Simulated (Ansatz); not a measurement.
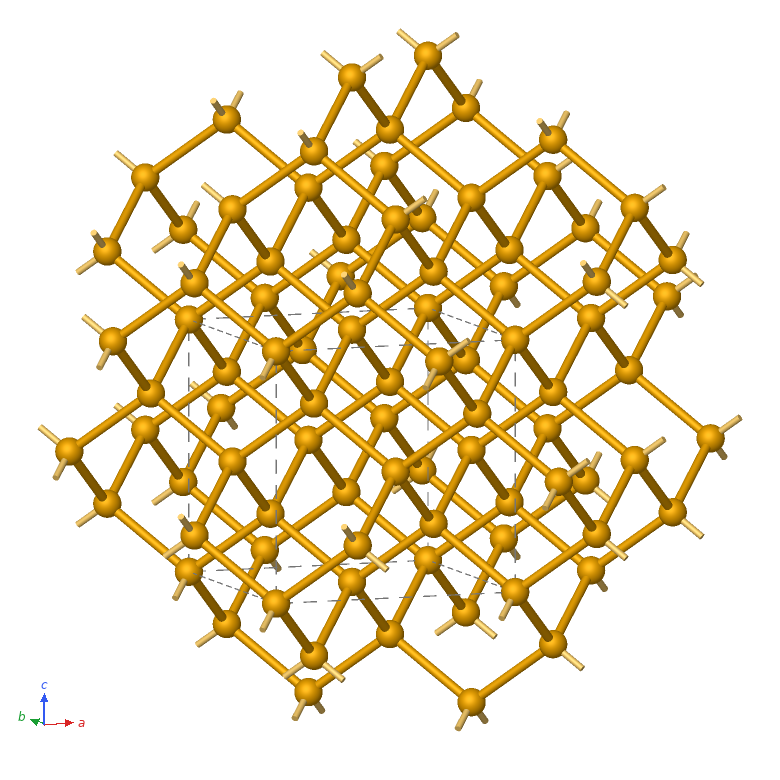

A cut-out of a periodic net derived from a crystal structure. Nodes are coloured by topological kind. Edges to nodes outside the piece are drawn as stubs.

Describe the net.

A uninodal 4-connected, three-periodic net. It is the dia net, known from diamond, zinc blende and cristobalite.

Give point symbol and coordination sequence.

6^6, sequence 4, 12, 24, 42, 64, 92.

Origin of the net. The compound is InAs (space group F-43m, No. 216), taken as coordinates from a relaxation with Ansatz, DFT PBEsol, scalar-relativistic, plane waves, PAW. Bonds are taken as As–In below 3 Å; no other contact counts. The graph is simplified in the usual way: terminal and isolated atoms are pruned, two-connected atoms become edges. In and As are 4-connected nodes.
